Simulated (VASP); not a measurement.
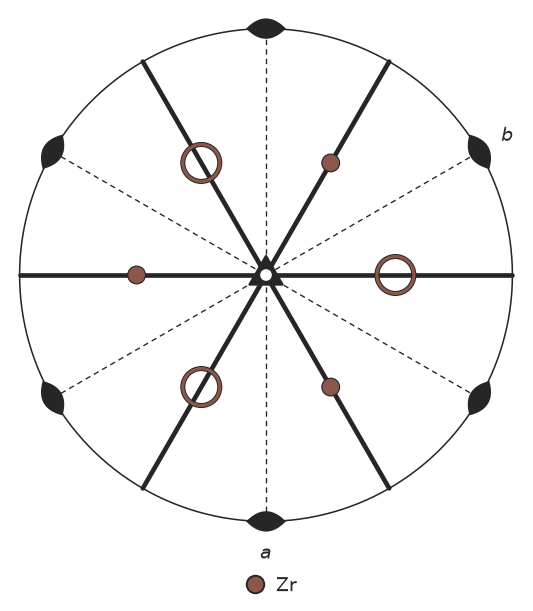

For ZrC, coordinates from a relaxation with VASP 6.6.1, VASP Kohn-Sham DFT of a periodic cell, r2SCAN with rVV10, VASP PAW PBE potentials, recommended: directions from one carbon atom at (0, 0, 1/2) to its bonded neighbours, in stereographic projection down c (filled: above the plane of the page or in it, open: below). All values are computed from the atomic coordinates in the standard setting (tolerance 0.002 Å).

Neighbours are counted up to 3.01 Å for Zr. The symmetry elements of the site are drawn in: heavy lines are mirror planes (a heavy rim: a mirror in the plane of the page); lens, triangle, square and hexagon are 2-, 3-, 4- and 6-fold axes, a lens in an open square is −4, a triangle in an open hexagon −6; thin dashed diameters join the ends of axes that lie in the page; a small open circle marks inversion.

```cif
data_structure
_symmetry_space_group_name_H-M 'P 1'
_symmetry_Int_Tables_number 1
_cell_length_a 3.3527
_cell_length_b 3.3527
_cell_length_c 5.3392
_cell_angle_alpha 90.000
_cell_angle_beta 90.000
_cell_angle_gamma 120.000
_cell_volume 51.98
loop_
_atom_site_label
_atom_site_type_symbol
_atom_site_fract_x
_atom_site_fract_y
_atom_site_fract_z
_atom_site_occupancy
Zr1 Zr 0.66667 0.33333 0.75000 1
Zr2 Zr 0.33333 0.66667 0.25000 1
C1 C 0.00000 0.00000 0.50000 1
C2 C 0.00000 0.00000 0.00000 1
```

**How many neighbours are there, and at what angles?**

6: 6 Zr at 2.35 Å. Angles between bonds: 89° (6×), 91° (6×), 180° (3×).

**What is the site's symmetry in the crystal?**

Point group -3m (D3d), order 12: one threefold axis, three twofold axes, three mirror planes, an inversion centre. In P6₃/mmc, No. 194 this is Wyckoff position 2a.
